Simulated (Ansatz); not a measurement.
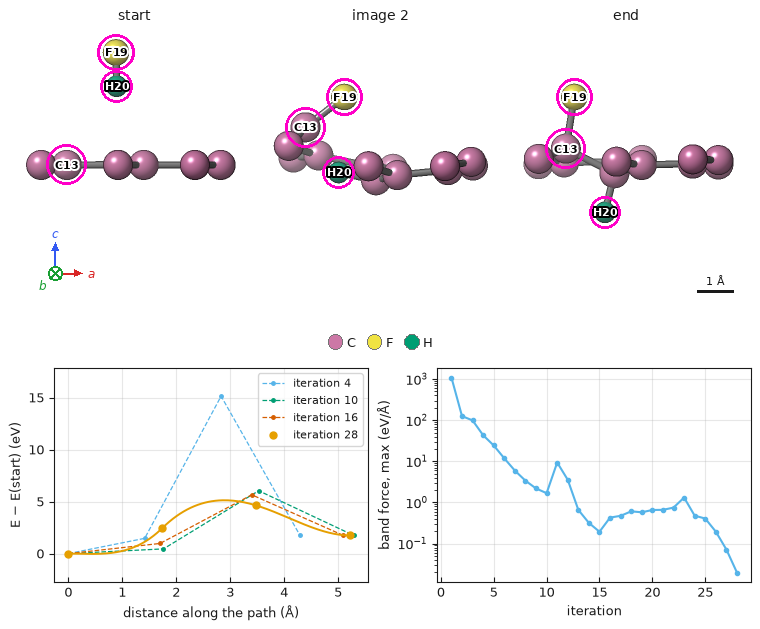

A nudged-elastic-band calculation for HF on graphene monolayer (20 atoms in the cell). Images are numbered from 0 (start) to 3 (end). The plot follows the band through its iterations. The picture is a ball-and-stick view of the simulation cell, with the vacuum cut short (origin moved), seen along the b axis. The atoms that move most are ringed. Bonds to atoms that aren't drawn are left out.

Computed with DFT PBE-D3(BJ), scalar-relativistic, plane waves, PAW in Ansatz 0.2.0.

The input:
```yaml
crystal:
  lattice:
    - [7.398, 0.0, 0.0]
    - [-3.699, 6.406856, 0.0]
    - [0.0, 0.0, 13.0]
  atoms:
    - { symbol: C, position: [-0.01343089, -0.00692317, 0.07282455] }
    - { symbol: C, position: [0.2082944, 0.10252392, 0.07277524] }
    - { symbol: C, position: [-0.01347177, 0.32694877, 0.07261262] }
    - { symbol: C, position: [0.20825805, 0.43586658, 0.07260622] }
    - { symbol: C, position: [-0.01355372, 0.65993682, 0.07267049] }
    - { symbol: C, position: [0.20807599, 0.7690542, 0.07273656] }
    - { symbol: C, position: [0.31963804, -0.00687615, 0.07276678] }
    - { symbol: C, position: [0.54139057, 0.10248402, 0.07277032] }
    - { symbol: C, position: [0.31977441, 0.32663526, 0.07271078] }
    - { symbol: C, position: [0.54142008, 0.43576487, 0.07273702] }
    - { symbol: C, position: [0.31965911, 0.65994919, 0.07266132] }
    - { symbol: C, position: [0.54129477, 0.76899917, 0.07262924] }
    - { symbol: C, position: [0.6526468, -0.00691906, 0.07275898] }
    - { symbol: C, position: [0.87475434, 0.10247282, 0.07303643] }
    - { symbol: C, position: [0.65300523, 0.32664496, 0.07274429] }
    - { symbol: C, position: [0.87475999, 0.43589344, 0.07263017] }
    - { symbol: C, position: [0.65298647, 0.65984812, 0.07259999] }
    - { symbol: C, position: [0.87481556, 0.76891731, 0.07265749] }
    - { symbol: F, position: [0.86598383, 0.07283992, 0.31319707] }
    - { symbol: H, position: [0.86907466, 0.07622771, 0.24095182] }
basis:
  ecutwfc: 420.0
kpoints:
  mp_grid: { grid: [2, 2, 1] }
hamiltonian:
  xc: pbe
  dispersion: d3bj
scf:
  occupations: { method: gaussian, width: 0.02 }
  lower_state_search: "off"
  max_iter: 79
neb:
  images: 2
  f_tol: 0.05
  max_iterations: 50
  order_check: false
  climbing: false
  final_atoms:
    - { symbol: C, position: [0.01230049, 0.00160232, 0.07262213] }
    - { symbol: C, position: [0.23334743, 0.1152444, 0.07553907] }
    - { symbol: C, position: [0.01230049, 0.3440315, 0.07262213] }
    - { symbol: C, position: [0.23334743, 0.45143636, 0.07553907] }
    - { symbol: C, position: [0.01408446, 0.6737089, 0.08334358] }
    - { symbol: C, position: [0.2338803, 0.78360682, 0.08476609] }
    - { symbol: C, position: [0.34486348, 0.00666041, 0.08306171] }
    - { symbol: C, position: [0.5659447, 0.12031896, 0.0856971] }
    - { symbol: C, position: [0.34452074, 0.33892703, 0.07374852] }
    - { symbol: C, position: [0.56479645, 0.44906489, 0.07434012] }
    - { symbol: C, position: [0.34486348, 0.6715364, 0.08306171] }
    - { symbol: C, position: [0.5659447, 0.77895907, 0.0856971] }
    - { symbol: C, position: [0.68316228, 0.0082478, 0.10767558] }
    - { symbol: C, position: [0.89370518, 0.11351925, 0.05490932] }
    - { symbol: C, position: [0.67581867, 0.33673649, 0.07810978] }
    - { symbol: C, position: [0.90299345, 0.4507982, 0.07966434] }
    - { symbol: C, position: [0.67581867, 0.6724155, 0.07810978] }
    - { symbol: C, position: [0.90299345, 0.78552857, 0.07966434] }
    - { symbol: F, position: [0.72021108, 0.02677221, 0.21803018] }
    - { symbol: H, position: [0.85288084, 0.09310708, -0.02850931] }
```

Command:
```bash
ansatz run input.yaml --threads 1 --pin off --max-ram 3072MiB --backend cpu --events-out ev --progress --plain --runs-dir out
```

**Did the band converge, and can the barrier be trusted?**

The run is converged, with reservations. The band converged in 28 iterations. The largest component of the band force went from 1100 to 0.02 eV/Å. No image climbed, so the highest image needn't lie on the saddle point, and the true maximum along this path can be higher. So few images resolve the path coarsely. The first iteration put the highest image at 195.67 eV. The highest point, image 2, lies 4.63 eV above the start and 2.89 eV above the end; the end is at +1.74 eV relative to the start.

Limits of the set-up: the periodic images lie only 7.4 Å apart, so the values are limited by the cell's size.
